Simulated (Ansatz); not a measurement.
**BN: density, localisation and related maps**

Input

```
crystal:
  lattice:
    - [2.5290316213, 0.0, 0.0]
    - [-1.2645158107, 2.1468352225, 0.0]
    - [0.0, 0.0, 6.6612]
  atoms:
    - { symbol: B, position: [0.3333333333, 0.6666666667, 0.25] }
    - { symbol: B, position: [0.6666666667, 0.3333333333, 0.75] }
    - { symbol: "N", position: [0.3333333333, 0.6666666667, 0.75] }
    - { symbol: "N", position: [0.6666666667, 0.3333333333, 0.25] }
basis:
  ecutwfc: 420
kpoints:
  mp_grid: { grid: [12, 12, 4] }
hamiltonian:
  xc: pbe
scf:
  occupations: { method: gaussian, width: 0.05 }
output:
  forces: true
  stress: true
  eigenvalues: true
  write_density: true
  write_potential: true
  elf: true
  volumetric_format: npy
```

Run with:

```sh
ansatz run input.yaml --threads 1 --pin off --max-ram 2560MiB --backend cpu --events-out ev --progress --plain --runs-dir out
```

Below, planes, directions and counts refer to the conventional cell (a = 2.53 Å, b = 4.29 Å, c = 6.66 Å, α = 90.00°, β = 90.00°, γ = 90.00°).

Space group Cmcm; changed on purpose from its base cell (strain +0.0100 x Voigt [1, -1, 0, 0, 0, 0], atoms carried along); computed pressure about 3 GPa in this cell.

The calculation used DFT PBE, scalar-relativistic, plane waves, PAW (Ansatz 0.2.0).

The density is the valence pseudo-density of a PAW calculation; it isn't the true density close to the nuclei.

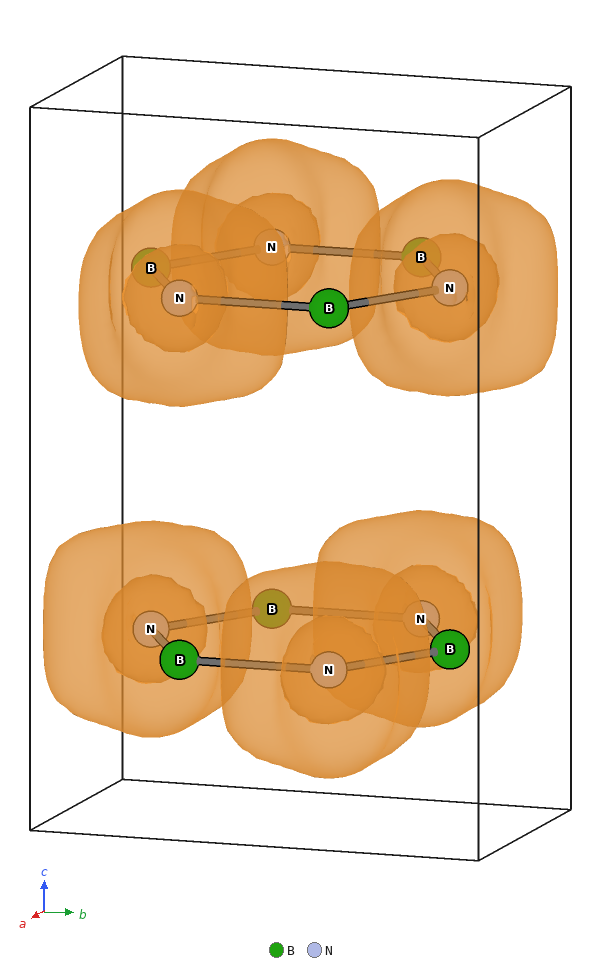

Figure 1. Isosurface of the electron localisation function at 0.7 (orange), seen slightly off an axis. Core shells and regions of very low density are left out. Sticks mark near contacts.

> What do the ELF domains correspond to?

The ELF exceeds this value in four regions on N in which the atom's valence shell and bonds are merged, counted in one cell of 8 atoms. Regions shared between cells count once. Along the contacts the grid gives the following. B–N (1.43 Å): the ELF peaks at about 0.95 between the atoms, as expected for a shared but strongly polarised pair.

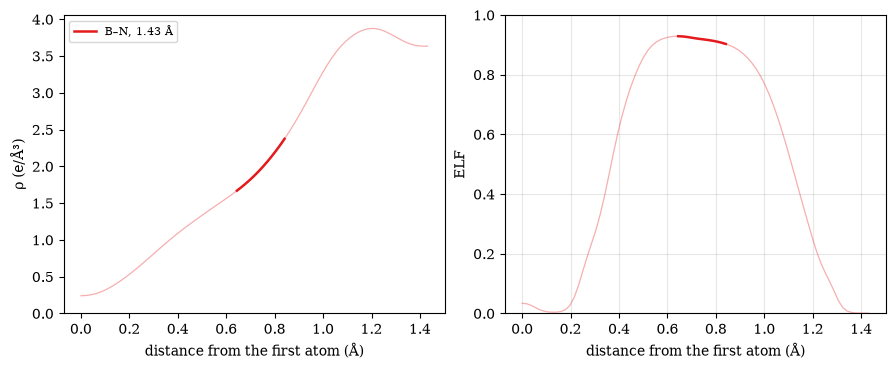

Figure 2. Valence electron density and electron localisation function along straight lines between neighbouring atoms. Thin, pale parts lie inside the atomic spheres.

> What can be read from the curves?

B–N (1.43 Å): ρ is about 1.9 e/Å³ halfway; the ELF peaks at about 0.95 between the atoms; a shared but strongly polarised pair.

> Does the calculation make it a metal, or give it a gap?

It is gapped, with a Kohn–Sham gap of 4.2 eV on the k-point mesh (the band edges may lie off the mesh, which would make the gap smaller).
